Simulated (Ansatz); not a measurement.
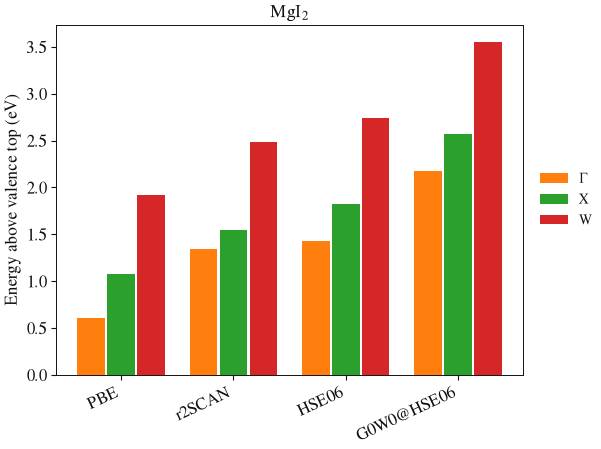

Lowest conduction level at each named k point, counted from the valence-band top at X, by several methods on one cell of fluorite-type MgI₂, space group Fm-3m (No. 225), 3 atoms in the primitive cell, relaxed with r2SCAN; cubic a = 7.511 Å. All runs are without spin-orbit coupling and carry no moments.

```
    method  program  Γ (eV)  X (eV)  W (eV)
       PBE   Ansatz    0.61    1.08    1.92
    r2SCAN   Ansatz    1.34    1.54    2.48
     HSE06   Ansatz    1.43    1.82    2.74
G0W0@HSE06   Ansatz    2.17    2.57    3.55
```

Q: Estimate the G0W0@PBE values. It was run as: PBE, Ansatz PAW set, 4×4×4 k mesh, 420 eV cutoff, fixed occupations (Ansatz), G0W0 with empty bands 398, screening cutoff 140 eV and frequency treatment contour deformation.

A: It starts from PBE, whose row gives 0.61 eV at Γ. G0W0@PBE gives 1.72 eV at Γ, 2.15 eV at X and 3.09 eV at W, which is +1.11 eV from PBE at Γ.

Q: Does G0W0@PBE shift these levels rigidly from PBE?

A: The shifts are +1.11 eV at Γ, +1.07 eV at X and +1.17 eV at W: a spread of 0.10 eV on a mean of 1.12 eV, so one shift describes them well.

Q: How do the methods rank at Γ?

A: From low to high: PBE 0.61, r2SCAN 1.34, HSE06 1.43, G0W0@PBE 1.72, G0W0@HSE06 2.17 eV. Too close to rank are r2SCAN against HSE06 (different meshes and cutoffs).

Settings. PBE: Ansatz PAW set, 6×6×6 k mesh, 420 eV cutoff, Fermi-Dirac smearing of 0.02 eV (Ansatz 0.2.0). r2SCAN: Ansatz PAW set, 6×6×6 k mesh, 500 eV cutoff, fixed occupations (Ansatz 0.2.0). HSE06: Ansatz PAW set, 4×4×4 k mesh, 420 eV cutoff, fixed occupations (Ansatz 0.2.0). G0W0@HSE06: HSE06, Ansatz PAW set, 4×4×4 k mesh, 420 eV cutoff, fixed occupations (Ansatz 0.2.0), G0W0 with empty bands 398, screening cutoff 140 eV and frequency treatment contour deformation.

These are five of the 7 methods that were run on this cell. Spin-orbit coupling is left out, which matters for I. The usual form of MgI2 is the layered CdI2 type. r2SCAN, HSE06 and G0W0@HSE06: the PAW data sets were made with another functional. LDA, GGA and most meta-GGA functionals understate gaps. G0W0@PBE and G0W0@HSE06: the k mesh is thin for GW. HSE06: the k mesh is thin for exact exchange. G0W0@PBE: the GW screening of so narrow a gap isn't settled on this k mesh. The GW values are at finite bands, cutoffs and mesh, short of the basis limit.
